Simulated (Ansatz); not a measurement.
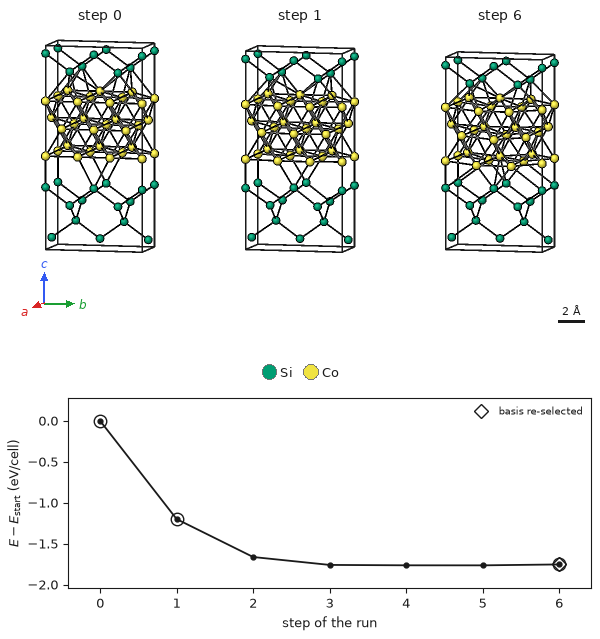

Frames of a relaxation of an interface cell of composition Co3Si2, marked on the history of the run. A ball-and-stick model of the cell of the calculation (origin shifted), seen slightly off an axis.

Case: film shifted by (0, 0) in the plane.

Level of theory: DFT PBE, scalar-relativistic, plane waves, PAW in Ansatz 0.2.0.

Input
```yaml
crystal:
  lattice:
    - [3.8679403894, 0.0, 0.0]
    - [0.0, 7.7358807789, 0.0]
    - [0.0, 0.0, 15.9211554606]
  atoms:
    - { symbol: Si, position: [0.0, 0.25, 0.0314047558] }
    - { symbol: Si, position: [0.0, 0.75, 0.0314047558] }
    - { symbol: Si, position: [0.0, 0.0, 0.1172982353] }
    - { symbol: Si, position: [0.0, 0.5, 0.1172982353] }
    - { symbol: Si, position: [-0.5, 0.0, 0.2031917147] }
    - { symbol: Si, position: [-0.5, 0.5, 0.2031917147] }
    - { symbol: Si, position: [-0.5, -0.25, 0.2890851942] }
    - { symbol: Si, position: [-0.5, 0.25, 0.2890851942] }
    - { symbol: Si, position: [-1.0, -0.25, 0.3749786736] }
    - { symbol: Si, position: [-1.0, 0.25, 0.3749786736] }
    - { symbol: Si, position: [-1.0, -0.5, 0.4608721531] }
    - { symbol: Si, position: [-1.0, 0.0, 0.4608721531] }
    - { symbol: Co, position: [-1.0, 0.0, 0.6134992665], spin: 1.82 }
    - { symbol: Co, position: [-1.0, -0.3333333333, 0.6134992665], spin: 1.82 }
    - { symbol: Co, position: [-1.0, 0.3333333333, 0.6134992665], spin: 1.82 }
    - { symbol: Co, position: [-0.5, 0.1666675172, 0.6556766087], spin: 1.82 }
    - { symbol: Co, position: [-0.5, -0.1666658161, 0.6556766087], spin: 1.82 }
    - { symbol: Co, position: [-0.5, 0.5000008506, 0.6556766087], spin: 1.82 }
    - { symbol: Co, position: [-1.0, 0.1665181152, 0.7486033503], spin: 1.82 }
    - { symbol: Co, position: [-1.0, -0.1668152181, 0.7486033503], spin: 1.82 }
    - { symbol: Co, position: [-1.0, 0.4998514485, 0.7486033503], spin: 1.82 }
    - { symbol: Co, position: [-0.5, 0.3331856324, 0.7907806924], spin: 1.82 }
    - { symbol: Co, position: [-0.5, -0.0001477009, 0.7907806924], spin: 1.82 }
    - { symbol: Co, position: [-0.5, 0.6665189658, 0.7907806924], spin: 1.82 }
    - { symbol: Co, position: [-1.0, 0.3330362304, 0.883707434], spin: 1.82 }
    - { symbol: Co, position: [-1.0, -0.0002971029, 0.883707434], spin: 1.82 }
    - { symbol: Co, position: [-1.0, 0.6663695637, 0.883707434], spin: 1.82 }
    - { symbol: Co, position: [-0.5, 0.4997037476, 0.9258847762], spin: 1.82 }
    - { symbol: Co, position: [-0.5, 0.1663704143, 0.9258847762], spin: 1.82 }
    - { symbol: Co, position: [-0.5, 0.833037081, 0.9258847762], spin: 1.82 }
basis:
  ecutwfc: 420
kpoints:
  mp_grid: { grid: [9, 5, 2] }
hamiltonian:
  xc: pbe
scf:
  occupations: { method: gaussian, width: 0.1 }
output:
  forces: true
  stress: true
  eigenvalues: true
  populations: true
  write_density: true
  write_potential: true
  elf: true
  volumetric_format: npy
magnetization:
  spin_polarized: true
relax:
  adjacent_minimum: "off"
  f_tol: 0.02
  max_steps: 70
  cell: { fix: [a, b, gamma, alpha, beta], stress_tol: 0.15 }
```

Command:
```bash
ansatz run input.yaml --threads 8 --pin off --max-ram 20480MiB --backend cpu --events-out ev --progress --plain --runs-dir out
```

### Describe the path.

The largest move relative to the cell is that of Co18, 0.33 Å along −c. By element the largest moves are Co 0.33 Å, Si 0.28 Å. The volume changes by −5.6 %, with a unchanged at 3.868 Å, b unchanged at 7.736 Å, c 15.921 → 15.023 Å (−5.6 %). Some distances before and after: Si11–Co18 3.655 → 3.020 Å, Si11–Co14 2.751 → 2.254 Å, Si12–Co14 3.543 → 3.072 Å, Si1–Co26 3.046 → 2.722 Å. Among the angles between lasting bonds that change: Co14–Si11–Co15 55.9° → 76.7°, Co29–Si1–Co29 94.1° → 106.9°, Si9–Si11–Co15 153.2° → 163.9°. The energy falls by 1.753 eV per cell of the calculation in 5 accepted moves (6 points after the start). Largest force component: 1.5 eV/Å at the start, 0.0093 eV/Å at the end. Pressure: −3.60 GPa at the start and −0.44 GPa at the end. The SCF was repeated once at an unchanged geometry on a basis and grid sized afresh for the cell, which shifted the energy by 11.2 meV per cell of the calculation at most. The run took 36 min on 8 threads of Arm Neoverse V2, with other jobs on the host, peak memory 7.3 GiB. From step 0 to 1: Si11 moves most (0.19 Å), volume −2.7 %, energy −1.199 eV per cell of the calculation. From step 1 to 6: Co18 moves most (0.24 Å), volume −3.0 %, energy −0.553 eV per cell of the calculation.
